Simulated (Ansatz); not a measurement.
System: fluorite-type MgI$_{2}$, space group Fm-3m, 3 atoms in the primitive cell, relaxed with r2SCAN; cubic a = 7.511 Å. Starting point: PBE, Ansatz PAW set, no spin polarisation, no spin-orbit coupling, 4×4×4 k mesh, 420 eV cutoff, fixed occupations (Ansatz). Many-body step: G0W0 with empty bands 398, screening cutoff 140 eV and frequency treatment contour deformation.

In PBE the smallest gap over these k points is 0.61 eV, with direct gaps of 1.07 eV at X, 1.71 eV at Γ and 2.11 eV at W.

What does G0W0 give?

Answer. Over the k points that were corrected, the smallest gap goes from 0.61 eV in PBE (X to Γ) to 1.72 eV in G0W0 (X to Γ), a change of +1.11 eV (+183 %). Counted from the valence top, the lowest empty level moves by +1.08 eV at X, +1.11 eV at Γ and +1.18 eV at W; over the 5 points that were corrected the shifts run from +1.08 to +1.18 eV: a spread of 0.10 eV on a mean of 1.13 eV, so one scissor shift describes this level well. Down to 2.0 eV under the top, the filled levels keep their spacing within a few percent.

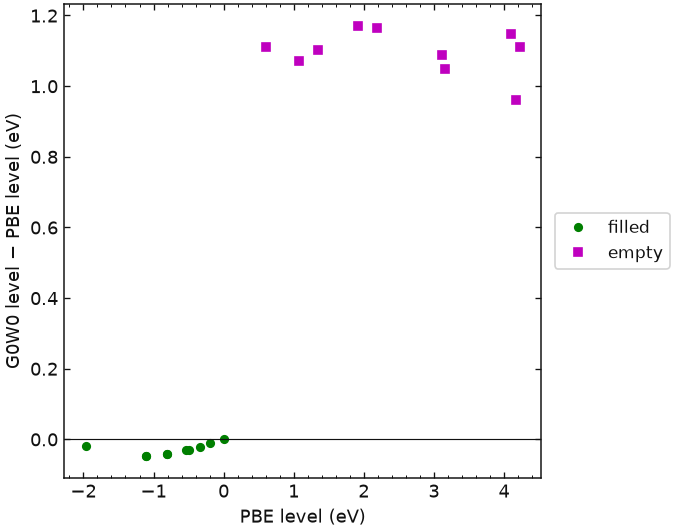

Change of each level from PBE to G0W0 against its PBE energy, both sets counted from their own valence top.

| k point | PBE direct gap (eV) | G0W0 direct gap (eV) |
| --- | --- | --- |
| X | 1.07 | 2.15 |
| Γ | 1.71 | 2.87 |
| W | 2.11 | 3.29 |

The GW screening of so narrow a gap isn't settled on this k mesh. Spin-orbit coupling is left out, which matters for I. The k mesh is thin for GW. The usual form of MgI2 is the layered CdI2 type. Bands, cutoffs and mesh are finite, so these values aren't at the basis limit.
